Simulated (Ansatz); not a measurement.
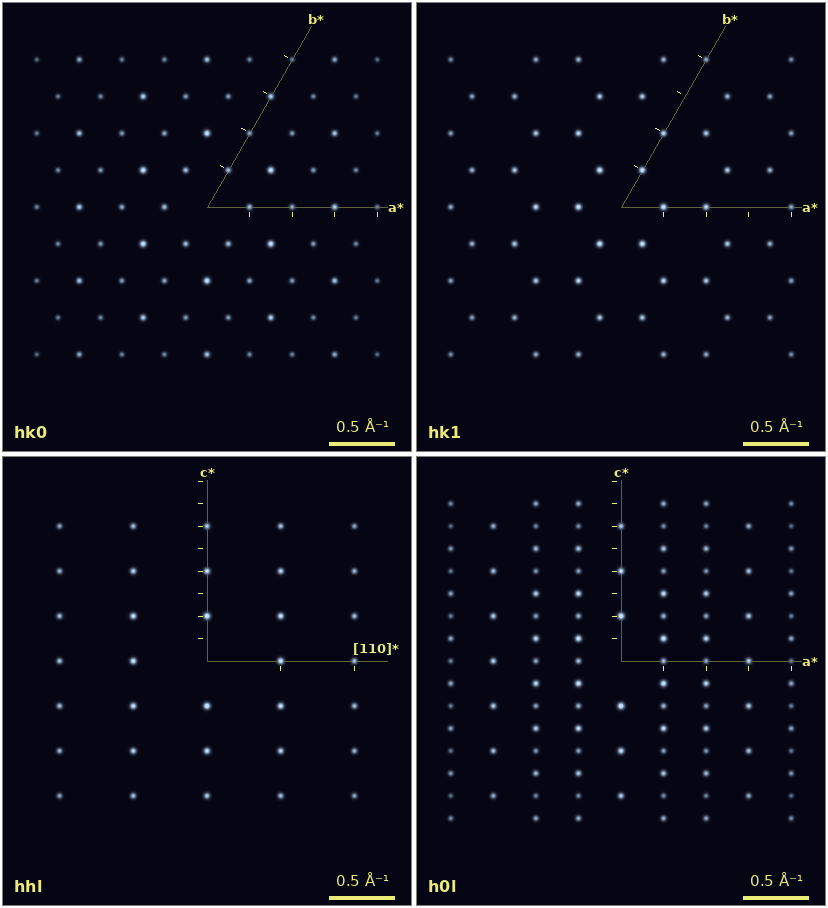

Simulated precession-type sections (X-rays; kinematic intensities, B = 0.5 Å²). The ticks mark integer indices of the conventional cell.

> Read the reciprocal cell and give the direct cell.

a* = 0.332, b* = 0.332, c* = 0.175 Å⁻¹, γ* = 60°; the cell is hexagonal with a = 3.48 Å, c = 5.70 Å (hexagonal axes).

> List the systematic absences.

Reflections are present only under these conditions. hkl: no condition; hk0: no condition; h0l: no condition; hhl: l = 2n; 00l: l = 2n. The lattice is primitive (P). Further gaps, such as 3 0 1, 0 3 1, 3 0 3, come from atoms on special positions, not from the group's general conditions.

> Which space groups fit?

The intensities have Laue symmetry 6/mmm (the hk0 layer shows 6mm, hk1 shows 6mm). With these conditions the candidates are P6_3mc (No. 186), P-62c (No. 190), P6_3/mmc (No. 194). Diffraction geometry alone does not choose among them; the structure has P6_3/mmc. The compound is Pb. Structure: the input geometry of an electronic-structure calculation (not necessarily at equilibrium); the starting structure was generated, so it need not be a known form of this composition.
